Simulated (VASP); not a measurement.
Run report: TiAl, single-point calculation at one volume of an equation of state

System: TiAl (Pm-3m, 2 atoms in the cell).
Method: Kohn-Sham DFT of a periodic cell, r2SCAN, VASP PAW PBE potentials, recommended, no spin polarisation (VASP 6.6.1).

The structure derives from a Materials Project entry.

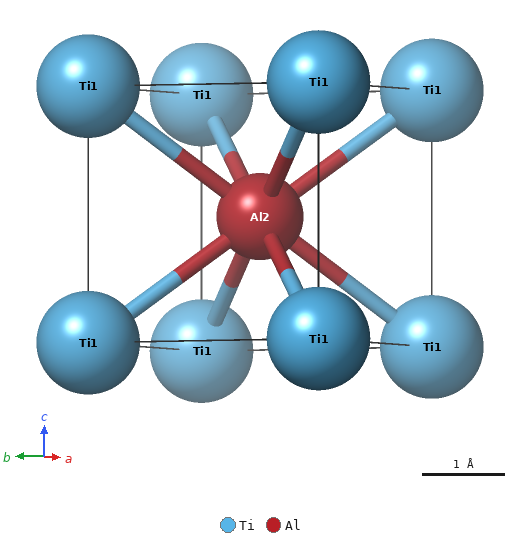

*The input geometry (ball-and-stick view of the cell of the calculation, seen at an oblique angle; atoms are numbered from 1 in the order of the input). An atom can appear more than once, as a periodic image.*

Near neighbours in the periodic cell (some may lie outside the picture): Ti has 8 Al at 2.73 Å; Al has 8 Ti at 2.73 Å.

**Summary**

| quantity | value |
| --- | --- |
| outcome | converged |
| space group (tolerance 0.01 Å) | Pm-3m (221) |
| electrons treated | 15 |
| free energy | −20.3090 eV |
| gap on the k-point mesh | none (metallic) |
| pressure | 2.53 GPa |
| largest force (length of the vector) | under 0.001 eV/Å |
| hardware | 1 thread of Intel Xeon @ 2.50GHz (Skylake/Cascade Lake), 96 GiB of memory available, shared host |
| wall time | 36 s |
| peak memory | 0.15 GiB |

**INCAR**
```
ALGO = Normal
EDIFF = 1E-7
ENCUT = 520
ISIF = 2
ISMEAR = -1
LASPH = True
LCHARG = False
LMIXTAU = True
LREAL = False
LWAVE = False
METAGGA = R2SCAN
NELM = 100
PREC = Accurate
SIGMA = 0.05
```

**KPOINTS**
```
k-points
0
Gamma
  8 8 8
```

**POSCAR**
```
TiAl                                    
1.0
    3.1527483442     -0.0000000000      0.0000000000
    0.0000000000      3.1527483442      0.0000000000
    0.0000000000      0.0000000000      3.1527483442
  Ti              Al            
     1     1
Direct
     0.0000000000000000    0.0000000000000000    0.0000000000000000
     0.5000000000000000    0.5000000000000000    0.5000000000000000
```

Launched with:
```bash
cat potpaw_PBE.64/Ti_sv/POTCAR potpaw_PBE.64/Al/POTCAR > POTCAR
mpirun -np 1 vasp_std > vasp.out
```

**OSZICAR**
```
N       E                     dE             d eps       ncg     rms          rms(c)
DAV:   1     0.857353269403E+02    0.85735E+02   -0.77694E+03   770   0.143E+03
DAV:   2    -0.181808566525E+02   -0.10392E+03   -0.10167E+03   776   0.352E+02
DAV:   3    -0.246259951546E+02   -0.64451E+01   -0.60279E+01  1240   0.822E+01
DAV:   4    -0.249383084068E+02   -0.31231E+00   -0.30099E+00  1023   0.141E+01
DAV:   5    -0.249498144000E+02   -0.11506E-01   -0.11497E-01  1090   0.247E+00    0.116E+01
DAV:   6    -0.204867588021E+02    0.44631E+01   -0.15647E+01  1031   0.577E+01    0.294E+00
DAV:   7    -0.202053890390E+02    0.28137E+00   -0.15070E+00   881   0.167E+01    0.185E+00
DAV:   8    -0.200907473301E+02    0.11464E+00   -0.64493E-01   842   0.990E+00    0.970E-01
DAV:   9    -0.202969688914E+02   -0.20622E+00   -0.16866E-01   779   0.549E+00    0.431E-01
DAV:  10    -0.203104234387E+02   -0.13455E-01   -0.53943E-02   947   0.334E+00    0.163E-01
DAV:  11    -0.203075914456E+02    0.28320E-02   -0.73705E-03   823   0.148E+00    0.127E-01
DAV:  12    -0.203092224676E+02   -0.16310E-02   -0.77685E-03   846   0.129E+00    0.687E-02
DAV:  13    -0.203086870331E+02    0.53543E-03   -0.47315E-04   867   0.330E-01    0.325E-02
DAV:  14    -0.203090561163E+02   -0.36908E-03   -0.70082E-04   788   0.326E-01    0.225E-02
DAV:  15    -0.203090108270E+02    0.45289E-04   -0.14526E-04  1151   0.133E-01    0.149E-02
DAV:  16    -0.203090102876E+02    0.53942E-06   -0.79403E-06   887   0.362E-02    0.606E-03
DAV:  17    -0.203090088889E+02    0.13986E-05   -0.16187E-06   839   0.219E-02    0.339E-03
DAV:  18    -0.203090098336E+02   -0.94470E-06   -0.32513E-06  1013   0.265E-02    0.859E-04
DAV:  19    -0.203090101141E+02   -0.28044E-06   -0.31344E-07   773   0.804E-03    0.568E-04
DAV:  20    -0.203090101215E+02   -0.74476E-08   -0.13181E-08   409   0.157E-03
   1 F= -.20309010E+02 E0= -.20299759E+02  d E =-.185030E-01
```

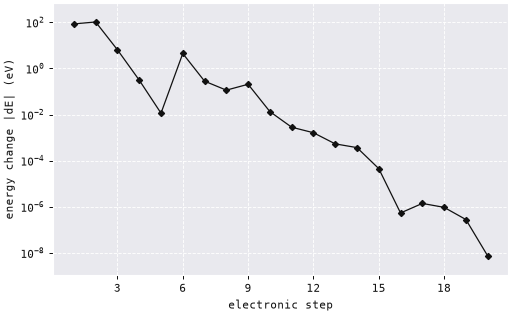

*Convergence of the self-consistent field: energy change |dE| against the electronic step.*

It takes 20 electronic steps. The density is held fixed in the first few steps, and dE rises again when its update begins.

**Parts of OUTCAR**
```
EDIFF = 1E-7
   ENCUT = 520
   ISIF = 2
   ISMEAR = -1
   LASPH = True
   LREAL = False
   METAGGA = R2SCAN
   NELM = 100
   PREC = Accurate

 ion  position               nearest neighbor table
   1  0.000  0.000  0.000-   2 2.73   2 2.73   2 2.73   2 2.73   2 2.73   2 2.73   2 2.73   2 2.73

   2  0.500  0.500  0.500-   1 2.73   1 2.73   1 2.73   1 2.73   1 2.73   1 2.73   1 2.73   1 2.73

  LATTYP: Found a simple cubic cell.
 ALAT       =     3.1527483442

  Lattice vectors:

 A1 = (   3.1527483442,   0.0000000000,   0.0000000000)
 A2 = (   0.0000000000,   3.1527483442,   0.0000000000)
 A3 = (   0.0000000000,   0.0000000000,   3.1527483442)

Analysis of symmetry for initial positions (statically):
=====================================================================
 Subroutine PRICEL returns:
 Original cell was already a primitive cell.

 Routine SETGRP: Setting up the symmetry group for a
 simple cubic supercell.

 Subroutine GETGRP returns: Found 48 space group operations
 (whereof 48 operations were pure point group operations)
 out of a pool of 48 trial point group operations.

The static configuration has the point symmetry O_h .

Analysis of symmetry for dynamics (positions and initial velocities):
=====================================================================
 Subroutine PRICEL returns:
 Original cell was already a primitive cell.

 Routine SETGRP: Setting up the symmetry group for a
 simple cubic supercell.

 Subroutine GETGRP returns: Found 48 space group operations
 (whereof 48 operations were pure point group operations)
 out of a pool of 48 trial point group operations.

The dynamic configuration has the point symmetry O_h .

 Subroutine INISYM returns: Found 48 space group operations
 (whereof 48 operations are pure point group operations),
 and found     1 'primitive' translations

----------------------------------------------------------------------------------------

                                     Primitive cell

  volume of cell :      31.3378

  direct lattice vectors                    reciprocal lattice vectors
     3.152748344  0.000000000  0.000000000     0.317183578  0.000000000  0.000000000
     0.000000000  3.152748344  0.000000000     0.000000000  0.317183578  0.000000000
     0.000000000  0.000000000  3.152748344     0.000000000  0.000000000  0.317183578

  length of vectors
     3.152748344  3.152748344  3.152748344     0.317183578  0.317183578  0.317183578

  position of ions in fractional coordinates (direct lattice)
     0.000000000  0.000000000  0.000000000
     0.500000000  0.500000000  0.500000000

  ion indices of the primitive-cell ions
   primitive index   ion index
                 1           1
                 2           2

----------------------------------------------------------------------------------------

 KPOINTS: k-points

Automatic generation of k-mesh.
 Grid dimensions read from file:
 generate k-points for:    8    8    8

 Generating k-lattice:

  Cartesian coordinates                     Fractional coordinates (reciprocal lattice)
     0.039647947  0.000000000  0.000000000     0.125000000  0.000000000  0.000000000
     0.000000000  0.039647947  0.000000000     0.000000000  0.125000000  0.000000000
     0.000000000  0.000000000  0.039647947     0.000000000  0.000000000  0.125000000

  Length of vectors
     0.039647947  0.039647947  0.039647947

  Shift w.r.t. Gamma in fractional coordinates (k-lattice)
     0.000000000  0.000000000  0.000000000

 Subroutine IBZKPT returns following result:
 ===========================================

 Found     35 irreducible k-points:

 Following reciprocal coordinates:
            Coordinates               Weight
  0.000000  0.000000  0.000000      1.000000
  0.125000  0.000000  0.000000      6.000000
  0.250000  0.000000  0.000000      6.000000
  0.375000  0.000000  0.000000      6.000000
  0.500000  0.000000  0.000000      3.000000
  0.125000  0.125000  0.000000     12.000000
  0.250000  0.125000  0.000000     24.000000
  0.375000  0.125000  0.000000     24.000000
  0.500000  0.125000  0.000000     12.000000
  0.250000  0.250000  0.000000     12.000000
  0.375000  0.250000  0.000000     24.000000
  0.500000  0.250000  0.000000     12.000000
  0.375000  0.375000  0.000000     12.000000
  0.500000  0.375000  0.000000     12.000000
  0.500000  0.500000  0.000000      3.000000
  0.125000  0.125000  0.125000      8.000000
  0.250000  0.125000  0.125000     24.000000
  0.375000  0.125000  0.125000     24.000000
  0.500000  0.125000  0.125000     12.000000
  0.250000  0.250000  0.125000     24.000000
  0.375000  0.250000  0.125000     48.000000
  0.500000  0.250000  0.125000     24.000000
  0.375000  0.375000  0.125000     24.000000
  0.500000  0.375000  0.125000     24.000000
 [... further k-points ...]
   k-points           NKPTS =     35   k-points in BZ     NKDIM =     35   number of bands    NBANDS=     11
   number of dos      NEDOS =    301   number of ions     NIONS =      2
   total plane-waves  NPLWV =  13824
   dimension x,y,z NGX =    24 NGY =   24 NGZ =   24
   dimension x,y,z NGXF=    48 NGYF=   48 NGZF=   48
   ions per type =               1   1
   NGX,Y,Z   is equivalent  to a cutoff of  12.66, 12.66, 12.66 a.u.
   NGXF,Y,Z  is equivalent  to a cutoff of  25.31, 25.31, 25.31 a.u.
 SYSTEM =  unknown system
   PREC   = accura    normal or accurate (medium, high low for compatibility)
   ISTART =      0    job   : 0-new  1-cont  2-samecut
   ICHARG =      2    charge: 1-file 2-atom 10-const
   ISPIN  =      1    spin polarized calculation?
   LNONCOLLINEAR =      F non collinear calculations
   LSORBIT =      F    spin-orbit coupling
   LASPH  =      T    aspherical Exc in radial PAW
   ENCUT  =  520.0 eV  38.22 Ry    6.18 a.u.   5.86  5.86  5.86*2*pi/ulx,y,z
   NELM   =    100;   NELMIN=  2; NELMDL= -5     # of ELM steps
   EDIFF  = 0.1E-06   stopping-criterion for ELM
   LREAL  =      F    real-space projection
   EDIFFG = 0.1E-05   stopping-criterion for IOM
   NSW    =      0    number of steps for IOM
   IBRION =     -1    ionic relax: 0-MD 1-quasi-New 2-CG
   NFREE  =      0    steps in history (QN), initial steepest desc. (CG)
   ISIF   =      2    stress and relaxation
   ISYM   =      2    0-nonsym 1-usesym 2-fastsym
   POTIM  = 0.5000    time-step for ionic-motion
   TEBEG  =    0.0;   TEEND  =   0.0 temperature during run
   PSTRESS=    0.0 pullay stress
   NELECT =      15.0000    total number of electrons
   NUPDOWN=      -1.0000    fix difference up-down
   EMIN   =  10.00;   EMAX   =-10.00  energy-range for DOS
   EFERMI =   0.00;   METHOD = LEGACY
   ISMEAR =    -1;   SIGMA  =   0.05  broadening in eV -4-tet -1-fermi 0-gaus
   EFERMI_NEDOS =   21; number of points for ismear=-14 and -15
   IALGO  =     38    algorithm
   IMIX   =      4    mixing-type and parameters
     AMIX     =   0.40;   BMIX     =  1.00
     AMIX_MAG =   1.60;   BMIX_MAG =  1.00
  volume/ion in A,a.u.               =      15.67       105.74
  Fermi-wavevector in a.u.,A,eV,Ry     =   1.280607  2.419997 22.312940  1.639955
  Thomas-Fermi vector in A             =   2.413025
   LORBIT       =      0    0 simple, 1 ext, 2 COOP (PROOUT), +10 PAW based schemes
   METAGGA = R2SCAN    functional components
   LHFCALC =     F    Hartree Fock is set to
   AEXX    =    0.0000 exact exchange contribution
   IVDW    =     0    specifies the selected vdW correction
   LEPSILON=     F    determine dielectric tensor
   LRPA    =     F    only Hartree local field effects (RPA)
 non-spin polarized calculation
  energy-cutoff  :      520.00
  volume of cell :       31.34
 maximum number of plane-waves:       860
 NGX is ok and might be reduce to    24
   NGX = 11   NGY = 11   NGZ = 11

 number of electron      14.9999993 magnetization

 Free energy of the ion-electron system (eV)
  ---------------------------------------------------
  ext. energy  EPLUGINS =         0.00000000
  ---------------------------------------------------
  free energy    TOTEN  =       -20.30901012 eV

  energy without entropy =      -20.29050710  energy(sigma->0) =      -20.29975861

 E-fermi :   9.0865     XC(G=0): -12.0170     alpha+bet :-16.7967

 val. band max:        9.0509649738   @ k =   0.5000   0.3750   0.2500
 cond. band min:       9.0935794967   @ k =   0.3750   0.3750   0.2500
 fundamental gap:      0.0426145230
 Fermi energy:         9.0864587177

 k-point     1 :       0.0000    0.0000    0.0000
  band No.  band energies     occupation
      1     -50.1347      2.00000
      2     -25.2868      2.00000
      3     -25.2868      2.00000
      4     -25.2868      2.00000
      5      -0.8779      2.00000
      6       7.4119      2.00000
      7       7.4119      2.00000
      8      11.1989      0.00000
      9      11.1989      0.00000
     10      11.1990      0.00000
     11      13.8474      0.00000

 k-point     2 :       0.1250    0.0000    0.0000
  band No.  band energies     occupation
      1     -50.1320      2.00000
      2     -25.3167      2.00000
      3     -25.2842      2.00000
      4     -25.2842      2.00000
      5      -0.6114      2.00000
      6       7.2474      2.00000
      7       7.5347      2.00000
      8      10.7724      0.00000
      9      10.7724      0.00000
     10      11.2306      0.00000
     11      12.9419      0.00000

 k-point     3 :       0.2500    0.0000    0.0000
  band No.  band energies     occupation
      1     -50.1257      2.00000
      2     -25.3883      2.00000
      3     -25.2780      2.00000
      4     -25.2780      2.00000
      5       0.1644      2.00000
      6       6.4233      2.00000
      7       7.8590      2.00000
      8      10.0738      0.00000
      9      10.0738      0.00000
     10      11.3082      0.00000
     11      12.0782      0.00000

 k-point     4 :       0.3750    0.0000    0.0000
  band No.  band energies     occupation
      1     -50.1193      2.00000
      2     -25.4591      2.00000
      3     -25.2717      2.00000
      4     -25.2717      2.00000
      5       1.3786      2.00000
      6       4.8523      2.00000
      7       8.2352      2.00000
      8       9.5648      0.00014
      9       9.5648      0.00014
     10      11.3878      0.00000
     11      12.1277      0.00000

 k-point     5 :       0.5000    0.0000    0.0000
  band No.  band energies     occupation
      1     -50.1167      2.00000
      2     -25.4883      2.00000
      3     -25.2692      2.00000
      4     -25.2692      2.00000
      5       2.6175      2.00000
      6       3.4235      2.00000
      7       8.4119      2.00000
      8       9.3838      0.00521
      9       9.3838      0.00521
     10      11.4214      0.00000
     11      12.3076      0.00000

 [... the levels of 18 k-points are left out ...]

 k-point    24 :       0.5000    0.3750    0.1250
  band No.  band energies     occupation
      1     -50.0994      2.00000
      2     -25.4595      2.00000
      3     -25.4280      2.00000
      4     -25.2814      2.00000
      5       3.7197      2.00000
      6       5.7466      2.00000
      7       6.9166      2.00000
      8       8.3880      2.00000
      9      10.1345      0.00000
     10      10.1614      0.00000
     11      12.1415      0.00000

 [... further k-points ...]

------------------------ aborting loop because EDIFF is reached ----------------------------------------

  FORCE on cell =-STRESS in cart. coord.  units (eV):
  Direction    XX          YY          ZZ          XY          YZ          ZX
  --------------------------------------------------------------------------------------
  -------------------------------------------------------------------------------------
  Total        0.4938808      0.4938808      0.4938808      0.0000000      0.0000000     -0.0000000
  in kB       25.2501988     25.2501988     25.2501988      0.0000000      0.0000000     -0.0000000
  external PRESSURE =      25.2501988 kB  Pullay stress =       0.0000000 kB

 VOLUME and BASIS-vectors are now :
 -----------------------------------------------------------------------------
  energy-cutoff  :      520.00
  volume of cell :       31.34
      direct lattice vectors                 reciprocal lattice vectors
     3.152748344  0.000000000  0.000000000     0.317183578  0.000000000  0.000000000
     0.000000000  3.152748344  0.000000000     0.000000000  0.317183578  0.000000000
     0.000000000  0.000000000  3.152748344     0.000000000  0.000000000  0.317183578

 POSITION                                       TOTAL-FORCE (eV/Angst)
 -----------------------------------------------------------------------------------
      0.00000      0.00000      0.00000         0.000000      0.000000      0.000000
      1.57637      1.57637      1.57637         0.000000      0.000000      0.000000
 -----------------------------------------------------------------------------------
    total drift:                               -0.000000      0.000000      0.000000

  FREE ENERGIE OF THE ION-ELECTRON SYSTEM (eV)
  ---------------------------------------------------
  free  energy   TOTEN  =       -20.3090101215 eV

  energy  without entropy=      -20.2905070991  energy(sigma->0) =      -20.29975861
```

**CONTCAR**
```
TiAl
   1.00000000000000
     3.1527483441999999    0.0000000000000000    0.0000000000000000
     0.0000000000000000    3.1527483441999999    0.0000000000000000
     0.0000000000000000    0.0000000000000000    3.1527483441999999
  Ti              Al
     1     1
Direct
     0.0000000000000000    0.0000000000000000    0.0000000000000000
     0.5000000000000000    0.5000000000000000    0.5000000000000000

  0.00000000E+00  0.00000000E+00  0.00000000E+00
  0.00000000E+00  0.00000000E+00  0.00000000E+00
```
